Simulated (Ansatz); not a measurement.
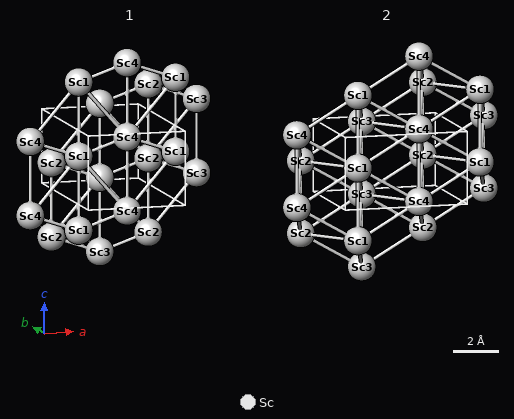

Two geometries of solid Sc (built on the N_62 type) (coarse preliminary run), drawn at one scale. One is the start of a relaxation, the other its converged end. A ball-and-stick model of the cell of the calculation, seen slightly off an axis.

Theory: DFT PBE, scalar-relativistic, plane waves, PAW (Ansatz). Set-up: plane-wave cutoff 420 eV; k-point mesh 4 × 2 × 6; occupations gaussian; smearing width 0.1 eV; no spin polarisation; cell and atoms relaxed; force threshold 0.04 eV/Å; at most 70 steps.

> Which one is relaxed?

Structure 2 is the relaxed one. Case: N type (Pnma, No. 62). The largest moves relative to the cell, 0.96 Å, are those of Sc1, Sc2, Sc3 and Sc4. Sc3 goes along [−1 0 −1]. Cell: a 4.547 → 5.733 Å (+26.1 %), b 7.539 → 5.183 Å (−31.2 %), c 3.391 → 3.323 Å (−2.0 %). Volume −15.1 %. Some distances before and after: Sc1–Sc3 4.630 → 3.218 Å, Sc1–Sc4 2.404 → 3.310 Å, Sc1–Sc2 3.883 → 3.232 Å, Sc1–Sc4 (another image) 3.461 → 3.316 Å. New bonds form: Sc1–Sc2 (3.88 → 3.23 Å), Sc1–Sc3 (4.63 → 3.22 Å), Sc2–Sc4 (4.63 → 3.22 Å), Sc3–Sc4 (3.88 → 3.23 Å). Among the angles between lasting bonds that change: Sc4–Sc1–Sc4 82.1° → 119.6°, Sc4–Sc1–Sc4 150.0° → 179.8°, Sc4–Sc1–Sc4 142.1° → 120.0°. The space group stays Pnma (No. 62). The energy falls by 1428 meV per atom in 10 accepted moves (12 points after the start). The largest force component goes from 1.4 to 0.012 eV/Å. Pressure: 0.18 GPa at the start and 0.09 GPa at the end. At 2 points the geometry stayed and the basis and grid were re-selected for the new cell (energy shift of 6.6 meV per atom at most each time). The run took of the order of 50 core-seconds on a shared host.

Limits of the set-up: the k-point mesh is coarse for a cell with partly filled bands.
